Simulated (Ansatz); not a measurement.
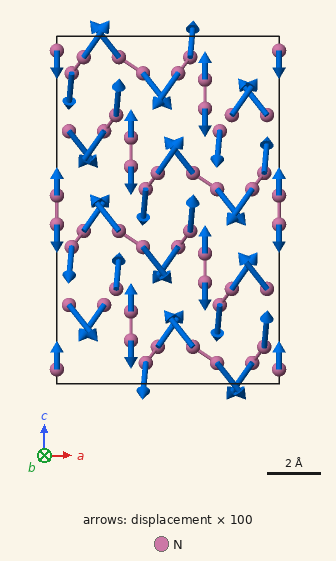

This is a relaxation of a crystal of N (built on the database structure type). The starting structure is drawn; blue arrows show the displacements (the part carried along by the change of the cell is left out), 100 times their true length.

Style: ball-and-stick. Shown: the conventional cell (3 times the calculation's cell), along the b axis. Lengths and directions refer to the drawn axes.

These are results of DFT, r2SCAN+rVV10, plane waves, PAW in Ansatz 0.2.0, not measurements. (plane-wave cutoff 500 eV; k-point mesh 4 × 4 × 4; occupations fermi dirac; smearing width 0.02 eV; no spin polarisation; cell and atoms relaxed; force threshold 0.005 eV/Å)

**What happened in the run?**

The largest moves relative to the cell, 0.018 Å, are those of N atoms. Cell: a = b 9.743 → 9.322 Å (−4.3 %), c 13.206 → 12.845 Å (−2.7 %). Volume −11.0 %. Near-neighbour distances that change, for instance: N–N 1.102 → 1.094 Å. The space group stays R-3c (No. 167). Over 9 accepted moves (17 points after the start) the energy falls by 75.0 meV per cell of the calculation. The largest force component goes from 1.2 to 0.0035 eV/Å. The pressure goes from −1.79 to 0.01 GPa. The line search rejected the trial steps at points 9, 10, 12, 13, 14, 15 of the run. At 2 points the geometry stayed and the basis and grid were re-selected for the new cell (energy shift of 16.0 meV per cell of the calculation at most each time). The run took 2.1 min on 1 × NVIDIA H100 80GB HBM3 with 2 threads of AMD EPYC 7R13 Processor (Zen 3) (shared host), peak memory 1.3 GiB.
